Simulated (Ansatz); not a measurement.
**A series of single points on C**

System: C (Amm2, 8 atoms in the cell).
Method: DFT PBE, scalar-relativistic, plane waves, PAW, PAW set soft_1, no spin polarisation (Ansatz 0.2.0).

The 6 runs differ only in the geometry, by an even scaling of the cell at fixed fractional positions. The structure derives from an entry of the Crystallography Open Database.

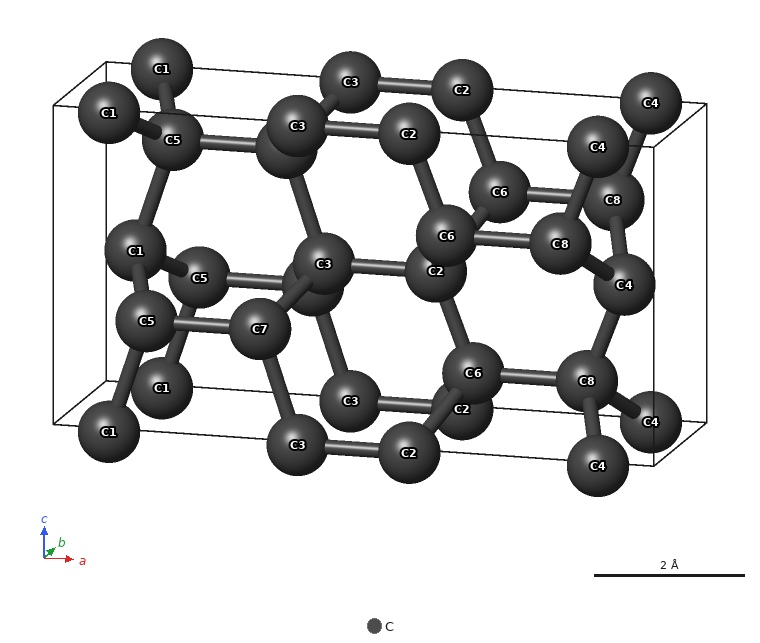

Figure 1. The structure of run 4 (ball-and-stick view of the cell 2 times as large as that of the calculation, set on its symmetry axes, seen slightly off an axis; atoms are numbered from 1 in the order of the input).

**Input of run 4**
```yaml
crystal:
  lattice:
    - [2.5389641516, 0.0, 0.0]
    - [-1.2694820758, 2.1988074546, 0.0]
    - [0.0, 0.0, 8.3736208784]
  atoms:
    - { symbol: C, position: [-0.0110056021, -0.0220112043, 0.0929732494] }
    - { symbol: C, position: [-0.0110056021, -0.0220112043, 0.5929732494] }
    - { symbol: C, position: [-0.0110056021, -0.0220112043, 0.4070267506] }
    - { symbol: C, position: [-0.0110056021, -0.0220112043, 0.9070267506] }
    - { symbol: C, position: [0.3443389355, 0.6886778709, 0.1555299995] }
    - { symbol: C, position: [0.6776722688, 0.3553445376, 0.6555299995] }
    - { symbol: C, position: [0.3443389355, 0.6886778709, 0.3444700005] }
    - { symbol: C, position: [0.6776722688, 0.3553445376, 0.8444700005] }
basis:
  ecutwfc: 520.0
kpoints:
  mp_grid: { grid: [12, 12, 4] }
hamiltonian:
  xc: pbe
  pseudopotentials: { kind: paw, azcp: { folder: soft_1 } }
scf:
  occupations: { method: gaussian, width: 0.05 }
output:
  forces: true
  stress: true
  eigenvalues: true
```

Command:
```bash
ansatz run input.yaml --threads 2 --pin off --max-ram 4096MiB --backend cpu --events-out ev --progress --plain --runs-dir out
```

Lattice vectors (Å) and fractional positions of run 4:
```
   2.538964    0.000000    0.000000
  -1.269482    2.198807    0.000000
   0.000000    0.000000    8.373621
C  -0.011006 -0.022011  0.092973
C  -0.011006 -0.022011  0.592973
C  -0.011006 -0.022011  0.407027
C  -0.011006 -0.022011  0.907027
C   0.344339  0.688678  0.155530
C   0.677672  0.355345  0.655530
C   0.344339  0.688678  0.344470
C   0.677672  0.355345  0.844470
```

Run 2 differs from it as follows:
```diff
-    - [2.5389641516, 0.0, 0.0]
-    - [-1.2694820758, 2.1988074546, 0.0]
-    - [0.0, 0.0, 8.3736208784]
+    - [2.4760125462, 0.0, 0.0]
+    - [-1.2380062731, 2.1442897651, 0.0]
+    - [0.0, 0.0, 8.16600358]
```

**Results, with one run withheld**

| run | volume per atom (Å³) | free energy per atom, from the lowest run given (meV) | pressure (GPa) | gap on the mesh (eV) |
| --- | --- | --- | --- | --- |
| 1 | 5.283 | 54.91 | 42.06 | 3.65 |
| 2 | 5.419 | ? | ? | ? |
| 3 | 5.560 | 6.52 | 15.11 | 3.56 |
| 4 | 5.843 | 0.00 | −6.90 | 3.46 |
| 5 | 5.991 | 10.82 | −16.45 | 3.41 |
| 6 | 6.139 | 30.01 | −24.95 | 3.36 |

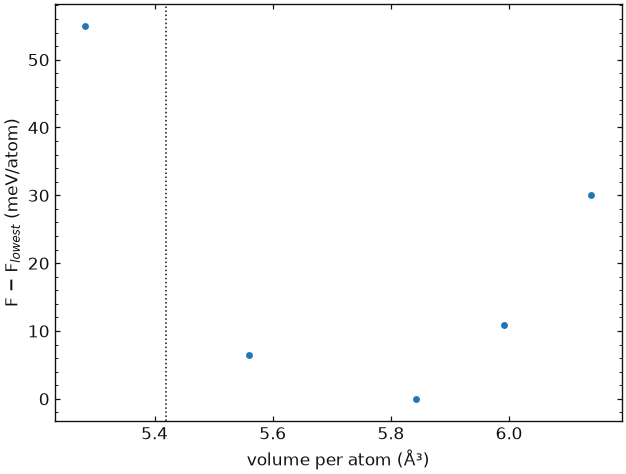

Figure 2. Free energy per atom of the runs given; the dotted line marks run 2.

Fit the runs given and predict run 2.

A cubic polynomial in V^(−2/3) (the Birch–Murnaghan form), fitted to the 5 runs given, misses them by under 0.01 meV per atom. With x = V^(−2/3) − 0.31159 Å⁻², it reads F = −2.0619 − 24.259 x + 1.7745e+05 x² − 1.0077e+05 x³ (meV per atom). At run 2 it gives 25.34 meV per atom, and the run itself gives 25.27. The slope of the fit gives a pressure −dF/dV of 27.98 GPa there, and the run prints 28.01 GPa. The fit has its minimum at 5.748 Å³ per atom, where V d²F/dV² gives 427 GPa. Cell shape and fractional positions are held, so this is the stiffness under even scaling; the relaxed bulk modulus wasn't computed. The gap on the mesh goes, without turning, from 3.65 eV in run 1 to 3.36 eV in run 6; run 2 has 3.61 eV. These are gaps of this functional on this mesh, which can miss the band edges; they aren't the measured gap.

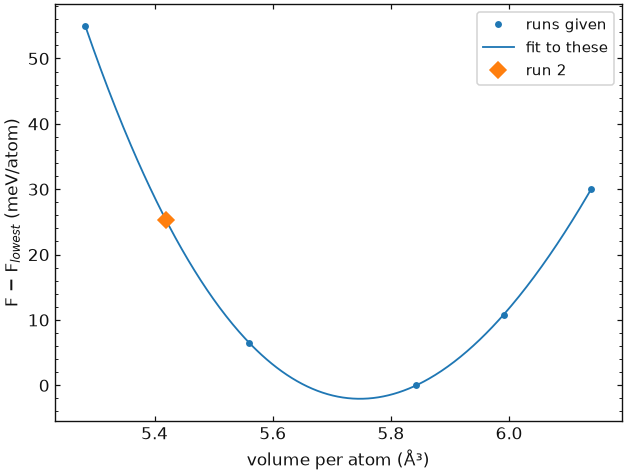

Figure 3. The fit and the withheld run.

**Output, shortened to warnings, some set-up lines, iterations and results (run 2)**
```
Basis set: ecut = 520 eV, 1177 PW (Γ), exchange–correlation on 40×40×128 points (8 copies of the dense FFT grid, shifted against one another)
Symmetry: 4 space group operations
k-points: 129 of 576 (time reversal used)
Initial density: superposition of atomic densities (chi_scale 0.1, normalization cell)
[...]
SCF iter   1: F=—  HF=-2008.207555 eV  |F-HF|=—  |Δ(HF+E_count)|=         —  Δρ=1.51e-1  dr2=6.97e0  ethr=3.10e-3  ⟨swp⟩=5.9  Hψ=14623  notcnv=0  defer=14
SCF iter   2: F=—  HF=-2005.898989 eV  |F-HF|=—  |Δ(HF+E_count)|=    2.31e0  Δρ=6.19e-2  dr2=1.07e0  ethr=3.10e-3  ⟨swp⟩=3.0  Hψ=7476  notcnv=0  defer=332
SCF iter   3: F=—  HF=-2005.607250 eV  |F-HF|=—  |Δ(HF+E_count)|=   2.92e-1  Δρ=5.39e-3  dr2=4.31e-3  ethr=3.10e-3  ⟨swp⟩=2.8  Hψ=5439  notcnv=0  defer=332
SCF iter   4: F=—  HF=-2005.609663 eV  |F-HF|=—  |Δ(HF+E_count)|=   2.41e-3  Δρ=5.54e-4  dr2=2.41e-4  ethr=1.35e-5  ⟨swp⟩=2.6  Hψ=5077  notcnv=0  defer=203
SCF iter   5: F=—  HF=-2005.609605 eV  |F-HF|=—  |Δ(HF+E_count)|=   5.80e-5  Δρ=1.84e-4  dr2=8.44e-6  ethr=7.53e-7  ⟨swp⟩=2.0  Hψ=4186  notcnv=0  defer=203
SCF iter   6: F=—  HF=-2005.609588 eV  |F-HF|=—  |Δ(HF+E_count)|=   1.68e-5  Δρ=4.93e-5  dr2=2.86e-7  ethr=2.64e-8  ⟨swp⟩=2.1  Hψ=4626  notcnv=0  defer=203
SCF iter   7: F=-2005.609588 eV  HF=-2005.609588 eV  |F-HF|=3.51e-10  |Δ(HF+E_count)|=   5.60e-7  Δρ=8.17e-6  dr2=1.75e-8  ethr=3.13e-10  ⟨swp⟩=11.0  Hψ=14921  notcnv=0
SCF 1 converged in 7 iterations: F = -2005.609588 eV  dr2 = 1.75e-8
SCF converged after 7 iterations
Free energy (F): -2005.609588 eV
Harris-Foulkes:  -2005.609588 eV  (|F-HF|=3.51e-10)
Internal energy: -2005.609588 eV  (E = F + TS)
E sigma→0 (E₀):  -2005.609588 eV
Fermi energy:    16.712583 eV
--- Per-component energies (eV) ---
  E_band       = 156.651321
  E_kinetic    = 732.569442
  E_local      = -433.205283  (includes V_loc(G=0)·N_el)
  E_nonlocal   = 185.709000
  E_hartree    = 105.146074
  E_xc         = -384.999237
  E_vxc        = -475.728728  (∫ρ·V_xc dr)
  E_paw        = -800.984389  (= ΣΔE_a)
  E_vpaw       = -62.984762  (= ΣTr[D̂ρ^β])
  E_aug_tail   = 0.000011  (compensation charges beyond the density's cutoff)
  E_ewald      = -1409.845206
  E_smearing   = -0.000000  (= −TS)
  E_closure    = -0.000000  (closes the sum)
  Σ components = -2005.609588   (vs F -2005.609588, Δ=0.00e0)
--- Forces (eV/Å), atoms counted from 1 ---
  atom   1  C      0.00000000     2.89902438    -0.33111086
  atom   2  C      0.00000000     3.74221512    -0.39547777
  atom   3  C      0.00000000     2.89902438     0.33111086
  atom   4  C      0.00000000     3.74221512     0.39547777
  atom   5  C      0.00000000    -2.90372558     0.37220972
  atom   6  C      0.00000000    -3.73754339     0.43585690
  atom   7  C      0.00000000    -2.90372558    -0.37220972
  atom   8  C      0.00000000    -3.73754339    -0.43585690
  max |Σ_I F_I| component: 5.89e-5 eV/Å
--- Stress (GPa, compression-positive) ---
       26.868600       0.000000       0.000000
        0.000000      30.681463       0.000000
        0.000000       0.000000      26.494124
  P = ⅓ Tr σ = 28.0147 GPa (280.147 kbar)
```
